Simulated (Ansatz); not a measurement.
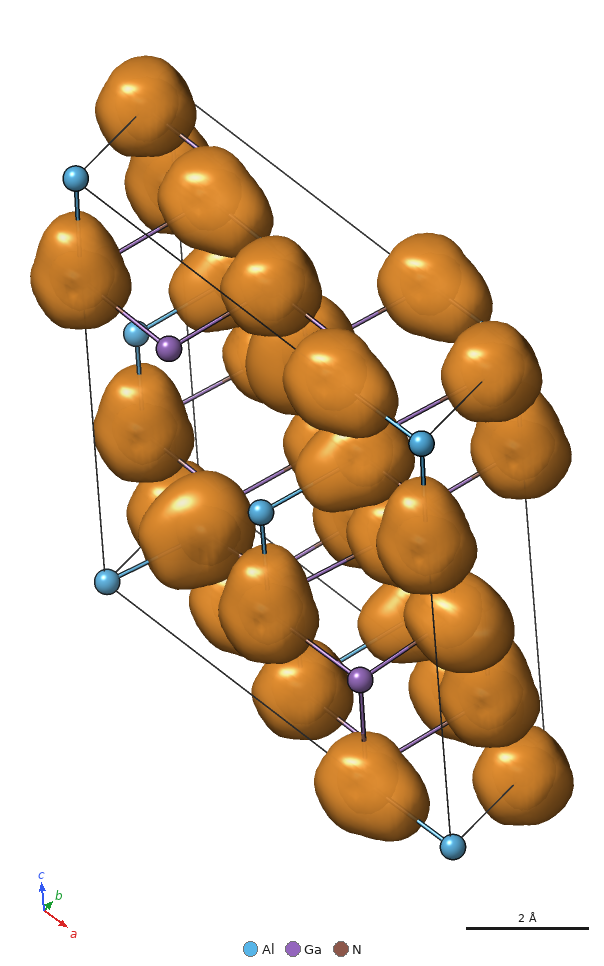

The picture shows: Al4Ga11N16 (cell charge −3, with a compensating background) (cell with a defect). Isosurface of the electron localisation function at 0.75 (orange), seen slightly off an axis. Only the valence region is drawn (cores and ρ < 0.01 e/Å³ removed). Sticks mark near contacts.

The program warned that a starting moment wasn't kept; spin-polarised, but the moments vanished.

These are results of DFT PBEsol, scalar-relativistic, plane waves, PAW in Ansatz 0.2.0, not measurements.

Core electrons are frozen (PAW), and the valence fields are smoothed inside the atomic spheres.

What do the ELF domains correspond to?

The ELF exceeds this value in 16 regions on N in which the atom's valence shell and bonds are merged, counted in one cell of 31 atoms. Any copies at cell faces, edges or corners count once. Profiles from the grid: Al–N (1.81 Å): the ELF peaks at about 0.90 between the atoms: a shared but strongly polarised pair. Ga–N (1.86 Å): the ELF peaks at about 0.80 in the valence shell of N, 0.6 Å from its nucleus, and is about 0.50 at the midpoint.
